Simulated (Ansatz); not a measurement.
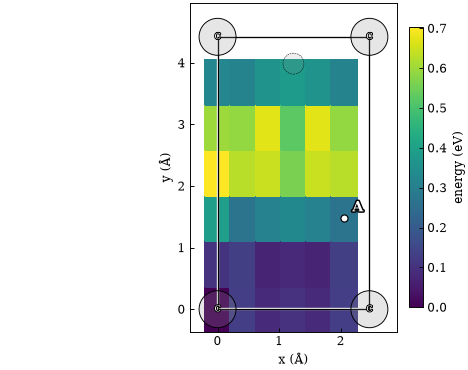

Si on a C(10−1) slab cut from the C2/m phase, its upper half relaxed before the scan (16 atoms of substrate and one adsorbate in a 2 × 1 cell). 
- Si is moved over the surface cell at a fixed height above a rigid substrate; the origin of the map has the adsorbate above C15; the height is held at 3.10 Å.
- Places are given modulo a cell vector. The map is drawn in real space over the plane of the surface.
- Grid: 6 × 6 points; 24 points were computed and 12 follow by symmetry.
- Places are given in fractions of the 1 × 1 surface cell.
- Energies: eV, counted from the lowest grid point.
- Energies and slopes of some neighbouring points disagree (a jump in structure or state, or too coarse a mesh). The magnetic moment jumps between some neighbouring points. At a fixed height the lowest place need not be the adsorption site.
- All numbers below come from Ansatz, DFT PBE+D3(BJ), scalar-relativistic, plane waves, PAW. Settings: cutoff 420 eV, k-mesh 6×6×1, gaussian smearing 0.05 eV, spin-polarised.

Drawn: one coloured cell a grid point, labelled circles for the atoms of the top layer and small ones for the second layer, the outline of one cell of the plane, the point A.

Question: Which way does the force act at A, and how strong is it?

Answer: A, at (5/6, 2/6) of the cell vectors, is not a stationary point. The computed force is 0.38 eV/Å in the plane, pointing down in the picture (components 0.08 and −0.37 eV/Å).

PAW datasets: the set soft_1.
